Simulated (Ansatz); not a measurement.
**Run report: MgS, geometry relaxation**

The run: geometry relaxation of MgS (P6₃mc, 4 atoms in the cell). Method and program: DFT PBEsol, scalar-relativistic, plane waves, PAW, no spin polarisation (Ansatz 0.2.0).

The structure derives from a Materials Project entry. Figures and captions count atoms from 1; the log counts them from 0 in places.

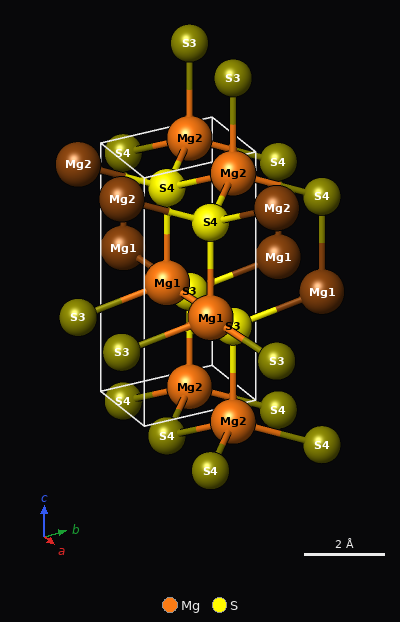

Fig. 1: The starting structure (ball-and-stick view of the cell of the calculation, repeated 2 × 1 × 1, seen slightly off an axis; neighbours outside the cell are drawn fainter; atoms are numbered from 1 in the order of the input).

### Summary

- outcome: converged
- space group (tolerance 0.01 Å): P6₃mc (186)
- electrons treated: 32
- free energy: −5599.5612 eV
- Fermi energy: 4.895 eV
- gap on the k-point mesh: 3.30 eV
- pressure: 0.01 GPa
- final volume: 90.18 Å³
- largest force (length of the vector) at the end: 0.002 eV/Å
- final cell: a = 4.029 Å, b = 4.029 Å, c = 6.415 Å, α = 90.00°, β = 90.00°, γ = 120.00°
- hardware: 4 threads of Arm Neoverse V1, 24 GiB of memory available, shared host
- wall time: 4 s (CPU time 14 s)
- peak memory: 0.39 GiB

### Input
```yaml
crystal:
  lattice:
    - [4.0346224068, 0.0, 0.0]
    - [-2.0173112034, 3.494085499, 0.0]
    - [0.0, 0.0, 6.43229418]
  atoms:
    - { symbol: Mg, position: [0.66666667, 0.33333333, 0.49575485] }
    - { symbol: Mg, position: [0.33333333, 0.66666667, 0.99575485] }
    - { symbol: S, position: [0.33333333, 0.66666667, 0.37924415] }
    - { symbol: S, position: [0.66666667, 0.33333333, 0.87924415] }
basis:
  ecutwfc: 420
kpoints:
  mp_grid: { grid: [6, 6, 4] }
hamiltonian:
  xc: pbesol
scf:
  occupations: { method: gaussian, width: 0.02 }
output:
  forces: true
  stress: true
  eigenvalues: true
relax:
  adjacent_minimum: "off"
  f_tol: 0.005
  max_steps: 80
  cell: { stress_tol: 0.05 }
```

Launched with:
```bash
ansatz run input.yaml --threads 4 --pin off --max-ram 9216MiB --backend cpu --events-out ev --progress --plain --runs-dir out
```

### What the program printed
```
Engine: ansatz 0.2.0, aarch64-unknown-linux-gnu
Pseudopotentials: kind: paw
Pseudopotential: Mg, paw, valence charge 10, recommended cutoff 420 eV (normal), Mg.paw.azcp
Pseudopotential: S, paw, valence charge 6, recommended cutoff 420 eV (normal), S.paw.azcp
Functional definition: PBEsol
  exchange = pbesol_x
  correlation = pbesol_c
Crystal: 4 atoms, lattice volume = 90.678 Å³
Basis set: ecut = 420 eV, 1785 PW (Γ), exchange–correlation on 54×54×90 points (8 copies of the dense FFT grid, shifted against one another)
Bands: 20, of which v1, the nominal top of the filled ones, is band 16 counted from 1 (15 counted from 0)
Symmetry: 12 space group operations
Space group: P63mc (ITA 186), of the structure as read, at distance tolerance 4.5e-5 Å
k-points: 21 of 144 (time reversal used)
Non-local potential: Mg, projectors of the file, l = 0: 3, l = 1: 2, l = 2: 1
Non-local potential: S, projectors of the file, l = 0: 2, l = 1: 2, l = 2: 2
PAW form: soft (Blöchl's): semilocal exchange-correlation on the pseudo side does not see the compensation charge
PAW frozen core: Mg, regenerated for the run's functional, and the local potential with it (the file was generated under x = pbe(κ = 0.804, μ = 0.2195149727645171), c = pbe(β = 0.06672455060314922))
PAW frozen core: S, regenerated for the run's functional, and the local potential with it (the file was generated under x = pbe(κ = 0.804, μ = 0.2195149727645171), c = pbe(β = 0.06672455060314922))
PAW one-centre angular grid: Mg, 110 points (default); XC on 64 Gauss nodes
PAW one-centre angular grid: S, 110 points (default); XC on 64 Gauss nodes
Initial density: superposition of atomic densities (neutral atoms: chi_scale 0, normalization atom), corrected by the library's trained network
Initial wavefunctions: pseudopotential atomic-orbital guess
Functional: x = pbesol(κ = 0.804, μ = 0.12345679012345678), c = pbesol(β = 0.046)
SCF iter   1: F=—  HF=-5599.568325 eV  |F-HF|=—  |Δ(HF+E_count)|=         —  Δρ=3.04e-3  dr2=1.44e-2  ethr=1.77e-3  ⟨swp⟩=6.4  Hψ=2138  notcnv=0
preconditioner: auto → Resta (q_TF=auto, 2.294 Å⁻¹)  ε∞=3.6  [insulator: Δε(μ)=3.225 eV  Ē_g=9.680 eV  σ=0.020 eV  W_gap=1.00  n_scr=22 (ndim 8)  ℏωp=15.6 eV  f_vac=0.036  D(μ)=0.00/eV (n_scr^D=0)  ε∞_Penn≈3.6]
SCF iter   2: F=—  HF=-5599.561095 eV  |F-HF|=—  |Δ(HF+E_count)|=   7.23e-3  Δρ=1.52e-3  dr2=3.44e-3  ethr=4.50e-5  ⟨swp⟩=2.1  Hψ=829  notcnv=0
SCF iter   3: F=—  HF=-5599.560325 eV  |F-HF|=—  |Δ(HF+E_count)|=   7.70e-4  Δρ=4.18e-4  dr2=1.04e-4  ethr=1.08e-5  ⟨swp⟩=3.0  Hψ=833  notcnv=0
SCF iter   4: F=—  HF=-5599.560346 eV  |F-HF|=—  |Δ(HF+E_count)|=   2.12e-5  Δρ=1.79e-4  dr2=2.80e-5  ethr=3.24e-7  ⟨swp⟩=2.0  Hψ=756  notcnv=0
SCF iter   5: F=—  HF=-5599.560332 eV  |F-HF|=—  |Δ(HF+E_count)|=   1.36e-5  Δρ=6.80e-5  dr2=4.64e-6  ethr=8.75e-8  ⟨swp⟩=2.9  Hψ=739  notcnv=0
SCF iter   6: F=—  HF=-5599.560332 eV  |F-HF|=—  |Δ(HF+E_count)|=   6.34e-7  Δρ=1.10e-5  dr2=1.55e-7  ethr=1.45e-8  ⟨swp⟩=2.0  Hψ=756  notcnv=0
SCF iter   7: F=-5599.560332 eV  HF=-5599.560332 eV  |F-HF|=3.71e-9  |Δ(HF+E_count)|=   1.52e-7  Δρ=2.76e-6  dr2=7.90e-9  ethr=3.13e-10  ⟨swp⟩=5.0  Hψ=1697  notcnv=0
SCF 1 converged in 7 iterations: F = -5599.560332 eV  dr2 = 7.90e-9
  greatest PAW one-centre occupation: 1.000 electrons in one spin orbital (limit 2), on the Mg atom at site 1 (counted from 0), in its partial waves of l = 0
relax step   1: F+E_penalty+E_count = -5599.56033183 eV  Δ(F+E_penalty+E_count) = +0.000e0 eV  max|allowed force component| = 4.445e-2 eV/Å  Δτ_max = 0.0000 Å  P = -0.311 GPa  Ω = 90.678 Å³  (7 SCF iters, dr2 threshold 1.00e-7 eV, accepted)
Crystal: 4 atoms, lattice volume = 90.326 Å³
Initial density: handed on by an earlier stage of this run
Initial wavefunctions: those handed on with the density
iter 1 solved again at ethr=1.53e-7 eV; its pass at ethr=3.10e-3 eV (dr2=4.91e-5 eV) is discarded
SCF iter   1: F=—  HF=-5599.561088 eV  |F-HF|=—  |Δ(HF+E_count)|=         —  Δρ=1.99e-4  dr2=5.52e-5  ethr=1.53e-7  ⟨swp⟩=2.0  Hψ=2304  notcnv=0
preconditioner: auto → Resta (q_TF=auto, 2.295 Å⁻¹)  ε∞=3.6  [insulator: Δε(μ)=3.291 eV  Ē_g=9.736 eV  σ=0.020 eV  W_gap=1.00  n_scr=22 (ndim 8)  ℏωp=15.6 eV  f_vac=0.032  D(μ)=0.00/eV (n_scr^D=0)  ε∞_Penn≈3.6]
SCF iter   2: F=—  HF=-5599.561067 eV  |F-HF|=—  |Δ(HF+E_count)|=   2.09e-5  Δρ=1.08e-4  dr2=1.66e-5  ethr=1.53e-7  ⟨swp⟩=2.4  Hψ=560  notcnv=0
SCF iter   3: F=—  HF=-5599.561063 eV  |F-HF|=—  |Δ(HF+E_count)|=   3.71e-6  Δρ=2.00e-5  dr2=6.92e-7  ethr=5.19e-8  ⟨swp⟩=2.3  Hψ=614  notcnv=0
SCF iter   4: F=-5599.561064 eV  HF=-5599.561064 eV  |F-HF|=4.70e-8  |Δ(HF+E_count)|=   2.19e-7  Δρ=5.87e-6  dr2=4.24e-8  ethr=1.25e-9  ⟨swp⟩=5.0  Hψ=1833  notcnv=0
SCF 2 converged in 4 iterations: F = -5599.561064 eV  dr2 = 4.24e-8
relax step   2: F+E_penalty+E_count = -5599.56106373 eV  Δ(F+E_penalty+E_count) = -7.319e-4 eV  max|allowed force component| = 2.318e-2 eV/Å  Δτ_max = 0.0015 Å  P = -0.089 GPa  Ω = 90.326 Å³  energy of the carried Pulay correction = +8.564e-6 eV  (4 SCF iters, dr2 threshold 4.00e-7 eV, accepted)
Crystal: 4 atoms, lattice volume = 90.176 Å³
iter 1 solved again at ethr=8.46e-8 eV; its pass at ethr=3.10e-3 eV (dr2=2.71e-5 eV) is discarded
SCF iter   1: F=—  HF=-5599.561222 eV  |F-HF|=—  |Δ(HF+E_count)|=         —  Δρ=1.67e-4  dr2=3.06e-5  ethr=8.46e-8  ⟨swp⟩=2.0  Hψ=2271  notcnv=0
preconditioner: auto → Resta (q_TF=auto, 2.296 Å⁻¹)  ε∞=3.6  [insulator: Δε(μ)=3.303 eV  Ē_g=9.743 eV  σ=0.020 eV  W_gap=1.00  n_scr=22 (ndim 8)  ℏωp=15.6 eV  f_vac=0.032  D(μ)=0.00/eV (n_scr^D=0)  ε∞_Penn≈3.6]
SCF iter   2: F=—  HF=-5599.561209 eV  |F-HF|=—  |Δ(HF+E_count)|=   1.34e-5  Δρ=8.98e-5  dr2=8.68e-6  ethr=8.46e-8  ⟨swp⟩=2.3  Hψ=523  notcnv=0
SCF iter   3: F=—  HF=-5599.561207 eV  |F-HF|=—  |Δ(HF+E_count)|=   1.70e-6  Δρ=1.28e-5  dr2=2.27e-7  ethr=2.71e-8  ⟨swp⟩=2.1  Hψ=572  notcnv=0
SCF iter   4: F=-5599.561207 eV  HF=-5599.561207 eV  |F-HF|=1.65e-8  |Δ(HF+E_count)|=   1.12e-7  Δρ=3.69e-6  dr2=1.67e-8  ethr=3.00e-10  ⟨swp⟩=4.8  Hψ=1701  notcnv=0
SCF 3 converged in 4 iterations: F = -5599.561207 eV  dr2 = 1.67e-8
relax step   3: F+E_penalty+E_count = -5599.56120695 eV  Δ(F+E_penalty+E_count) = -1.432e-4 eV  max|allowed force component| = 2.372e-3 eV/Å  Δτ_max = 0.0018 Å  P = +0.009 GPa  Ω = 90.176 Å³  energy of the carried Pulay correction = +1.223e-5 eV  (4 SCF iters, dr2 threshold 9.61e-8 eV, accepted)
Initial wavefunctions: pseudopotential atomic-orbital guess (no wavefunctions were taken with the density)
iter 1 solved again at ethr=6.61e-7 eV; its pass at ethr=3.10e-3 eV (dr2=2.12e-4 eV) is discarded
SCF iter   1: F=—  HF=-5599.561204 eV  |F-HF|=—  |Δ(HF+E_count)|=         —  Δρ=3.88e-6  dr2=1.89e-8  ethr=6.61e-7  ⟨swp⟩=3.0  Hψ=3109  notcnv=0
eigensolver tolerance schedule: the retry pair's looser diagonalisation over-reported the residual by 11212.16 of it (diagonalisation noise at an unbounded share of the residual, at the tolerance the schedule requests for it); recorded, not acted on — ethr = c·dr2/N_el stays at c = 1.0e-1
preconditioner: auto → Resta (q_TF=auto, 2.296 Å⁻¹)  ε∞=3.6  [insulator: Δε(μ)=3.302 eV  Ē_g=9.742 eV  σ=0.020 eV  W_gap=1.00  n_scr=22 (ndim 8)  ℏωp=15.6 eV  f_vac=0.032  D(μ)=0.00/eV (n_scr^D=0)  ε∞_Penn≈3.6]
SCF iter   2: F=—  HF=-5599.561195 eV  |F-HF|=—  |Δ(HF+E_count)|=   8.97e-6  Δρ=2.95e-6  dr2=1.02e-8  ethr=5.90e-11  ⟨swp⟩=3.1  Hψ=910  notcnv=0
SCF iter   3: F=—  HF=-5599.561195 eV  |F-HF|=—  |Δ(HF+E_count)|=   6.47e-9  Δρ=1.42e-6  dr2=3.41e-9  ethr=3.19e-11  ⟨swp⟩=2.0  Hψ=481  notcnv=0
SCF iter   4: F=—  HF=-5599.561195 eV  |F-HF|=—  |Δ(HF+E_count)|=   4.73e-9  Δρ=7.40e-7  dr2=5.36e-10  ethr=1.06e-11  ⟨swp⟩=2.0  Hψ=564  notcnv=0
SCF iter   5: F=—  HF=-5599.561195 eV  |F-HF|=—  |Δ(HF+E_count)|=  1.02e-10  Δρ=3.68e-7  dr2=1.25e-10  ethr=1.68e-12  ⟨swp⟩=2.5  Hψ=640  notcnv=0
SCF iter   6: F=-5599.561195 eV  HF=-5599.561195 eV  |F-HF|=4.55e-12  |Δ(HF+E_count)|=  3.00e-11  Δρ=1.14e-7  dr2=1.11e-11  ethr=1.00e-12  ⟨swp⟩=4.0  Hψ=1345  notcnv=0
SCF 4 converged in 6 iterations: F = -5599.561195 eV  dr2 = 1.11e-11
relax step   4: F+E_penalty+E_count = -5599.56119477 eV  Δ(F+E_penalty+E_count) = +1.218e-5 eV  max|allowed force component| = 2.385e-3 eV/Å  Δτ_max = 0.0000 Å  P = +0.008 GPa  Ω = 90.176 Å³  stress off target by 1.65e-2 GPa  SCF on the basis re-selected at this cell (its energy is not comparable with the rows above)  (6 SCF iters)
```

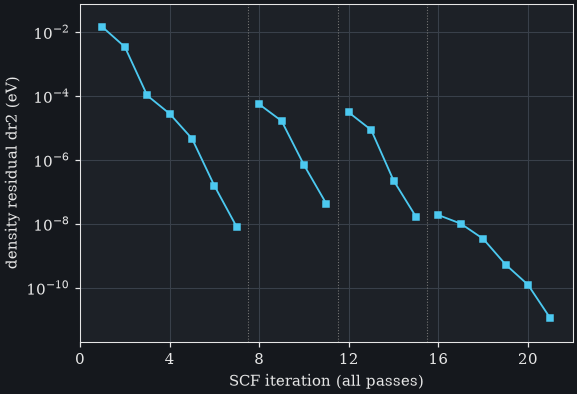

Fig. 2: Convergence of the self-consistent field: density residual dr2 against the SCF iteration. The dotted lines part the SCF passes of the relaxation: geometry steps, rejected trials and re-solves on a re-selected basis. The passes take 7, 4, 4 and 6 iterations.

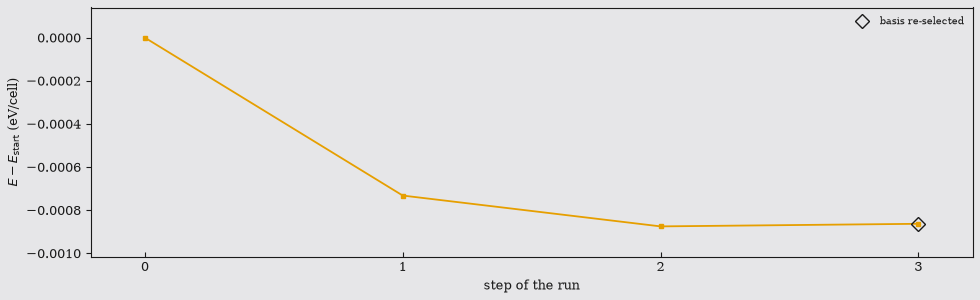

Fig. 3: Progress of the relaxation, step by step (the first geometry is step 0 here and step 1 in the log). The energy falls by 0.9 meV per cell of the calculation in 2 geometry steps. Largest force component: 0.044 eV/Å at the start, 0.0024 eV/Å at the end. The pressure goes from −0.31 to 0.01 GPa. The atoms keep their places relative to the cell (all moves are under 0.005 Å). The volume changes by −0.6 %, with a = b 4.035 → 4.029 Å (−0.1 %), c 6.432 → 6.415 Å (−0.3 %). Distances before and after: Mg1–S4 2.467 → 2.454 Å. The space group stays P6_3mc (No. 186). A last SCF at the same geometry on a re-selected plane-wave basis shifts the energy by +0.0 meV per cell of the calculation. (Atoms are counted from 1 in the order of the input.)

```
basis re-selected at this cell: Δ(F+E_penalty+E_count) = +1.218e-5 eV, ΔP = -0.000 GPa vs the last step (what re-selecting the basis moved, of the pressure what is left beyond the Pulay correction that the steps carried, after the strain that the cell walked since its last selection, with what the two solves' SCF thresholds leave and, on support functions, any second-order correction that the steps lacked; it is no measure of the basis error at this ecutwfc). This SCF's stress stands 1.65e-2 GPa from its target on what of the cell is left free (relax.cell.stress_tol is 5.00e-2 GPa) and its largest allowed force component is 2.39e-3 eV/Å (relax.f_tol is 5.00e-3 eV/Å): within both
SCF converged after 6 iterations
Free energy (F): -5599.561195 eV
Harris-Foulkes:  -5599.561195 eV  (|F-HF|=4.55e-12)
Internal energy: -5599.561195 eV  (E = F + TS)
E sigma→0 (E₀):  -5599.561195 eV
Fermi energy:    4.894922 eV
--- Per-component energies (eV) ---
  E_band       = -736.878974
  E_kinetic    = 367.665317
  E_local      = -3766.554546  (includes V_loc(G=0)·N_el)
  E_nonlocal   = 248.886193
  E_hartree    = 1363.770456
  E_xc         = -251.181754
  E_vxc        = -251.204185  (∫ρ·V_xc dr)
  E_paw        = -1730.788020  (= ΣΔE_a)
  E_vpaw       = -63.212674  (= ΣTr[D̂ρ^β])
  E_aug_tail   = -0.000003  (compensation charges beyond the density's cutoff)
  E_ewald      = -1831.600462
  E_core_change = 0.241623  (= ΣΔE_core)
  E_smearing   = -0.000000  (= −TS)
  E_closure    = -0.000000  (closes the sum)
  Σ components = -5599.561195   (vs F -5599.561195, Δ=0.00e0)
--- Forces (eV/Å), atoms counted from 1 ---
  atom   1  Mg    -0.00000000     0.00000000     0.00238508
  atom   2  Mg     0.00000000    -0.00000000     0.00238508
  atom   3  S      0.00000000    -0.00000000    -0.00238533
  atom   4  S      0.00000000     0.00000000    -0.00238533
  max |Σ_I F_I| component: 5.19e-7 eV/Å
--- Stress (GPa, compression-positive) ---
        0.004461       0.000000       0.000000
        0.000000       0.004461      -0.000000
        0.000000      -0.000000       0.016452
  P = ⅓ Tr σ = 0.0085 GPa (0.085 kbar)
--- Band table (eV; the first three rows and the last of 21) ---
  k-point 0: bands = ["-70.2733", "-70.2732", "-37.2218", "-37.2189", "-37.2160", "-37.2160", "-37.2155", "-37.2155", "-8.1820", "-7.4239", "-0.0469", "2.6634", "2.6634", "3.0911", "3.0911", "3.2440", "6.5459", "7.8140", "10.6189", "10.6189"]
  k-point 1: bands = ["-70.2732", "-70.2732", "-37.2214", "-37.2193", "-37.2159", "-37.2159", "-37.2156", "-37.2156", "-8.0853", "-7.5525", "0.3195", "2.5123", "2.7224", "2.7224", "3.0247", "3.0247", "7.2466", "7.9593", "10.5752", "10.5752"]
  k-point 2: bands = ["-70.2732", "-70.2732", "-37.2204", "-37.2204", "-37.2158", "-37.2158", "-37.2158", "-37.2158", "-7.8345", "-7.8345", "1.2837", "1.2837", "2.8699", "2.8699", "2.8699", "2.8699", "8.0408", "8.0408", "10.7502", "10.7502"]
  k-point 20: bands = ["-70.2732", "-70.2732", "-37.2204", "-37.2204", "-37.2171", "-37.2171", "-37.2169", "-37.2169", "-7.3016", "-7.3016", "0.3946", "0.3946", "1.2024", "1.2024", "2.7158", "2.7158", "8.9172", "8.9172", "9.4813", "9.4813"]
--- Relaxed structure (3 steps of the walk, 3 accepted, 1 SCFs on fresh bases) ---
  F+E_penalty+E_count = -5599.56119477 eV   max|allowed force component| = 2.385e-3 eV/Å   (the final SCF, on the basis selected at the relaxed cell)
  cell:  # Å, volume = 90.1757 Å³
    - [4.02879069468297, -2.767340443934577e-33, 1.859306860768544e-33]
    - [-2.014395347341485, 3.4890350881258074, -1.728515805506755e-33]
    - [2.964244852044083e-33, -3.2170099169470667e-34, 6.41519221055666]
  atoms:
    - { symbol: Mg, position: [0.6666666666666666, 0.33333333333333326, 0.49626298712947] }
    - { symbol: Mg, position: [0.33333333333333326, 0.6666666666666665, 0.9962629871294699] }
    - { symbol: S, position: [0.33333333333333326, 0.6666666666666665, 0.37873601287053] }
    - { symbol: S, position: [0.6666666666666666, 0.33333333333333326, 0.87873601287053] }
```

### Trajectory as extended XYZ (Å, eV, eV/Å), 4 frames, from step=1 to step=4
```
4
Lattice="4.0346 0.0000 0.0000 -2.0173 3.4941 0.0000 0.0000 0.0000 6.4323" Properties=species:S:1:pos:R:3:forces:R:3 step=1 energy=-5599.56033 pressure_GPa=-0.31
Mg    2.0173    1.1647    3.1888    0.0000   0.0000   0.0445
Mg    0.0000    2.3294    6.4050    0.0000   0.0000   0.0445
S     0.0000    2.3294    2.4394    0.0000   0.0000  -0.0444
S     2.0173    1.1647    5.6556    0.0000   0.0000  -0.0444
4
Lattice="4.0306 0.0000 0.0000 -2.0153 3.4906 0.0000 0.0000 0.0000 6.4203" Properties=species:S:1:pos:R:3:forces:R:3 step=2 energy=-5599.56106 pressure_GPa=-0.09
Mg    2.0153    1.1635    3.1843    0.0000   0.0000   0.0232
Mg    0.0000    2.3270    6.3945    0.0000   0.0000   0.0232
S     0.0000    2.3270    2.4334    0.0000   0.0000  -0.0232
S     2.0153    1.1635    5.6435    0.0000   0.0000  -0.0232
4
Lattice="4.0288 0.0000 0.0000 -2.0144 3.4890 0.0000 0.0000 0.0000 6.4152" Properties=species:S:1:pos:R:3:forces:R:3 step=3 energy=-5599.56121 pressure_GPa=0.01
Mg    2.0144    1.1630    3.1836    0.0000   0.0000   0.0024
Mg    0.0000    2.3260    6.3912    0.0000   0.0000   0.0024
S     0.0000    2.3260    2.4297    0.0000   0.0000  -0.0024
S     2.0144    1.1630    5.6373    0.0000   0.0000  -0.0024
4
Lattice="4.0288 0.0000 0.0000 -2.0144 3.4890 0.0000 0.0000 0.0000 6.4152" Properties=species:S:1:pos:R:3:forces:R:3 step=4 energy=-5599.56120 pressure_GPa=0.01
Mg    2.0144    1.1630    3.1836    0.0000   0.0000   0.0024
Mg    0.0000    2.3260    6.3912    0.0000   0.0000   0.0024
S     0.0000    2.3260    2.4297    0.0000   0.0000  -0.0024
S     2.0144    1.1630    5.6373    0.0000   0.0000  -0.0024
```

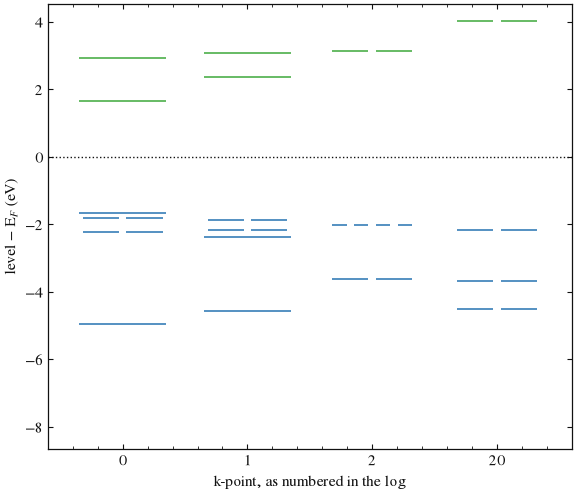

Fig. 4: Kohn–Sham levels near the Fermi level (dotted) at the few k-points that the log prints; levels within 0.02 eV of each other stand side by side. Among these points the highest filled and lowest empty levels are 3.30 eV apart, which is the gap on the mesh.
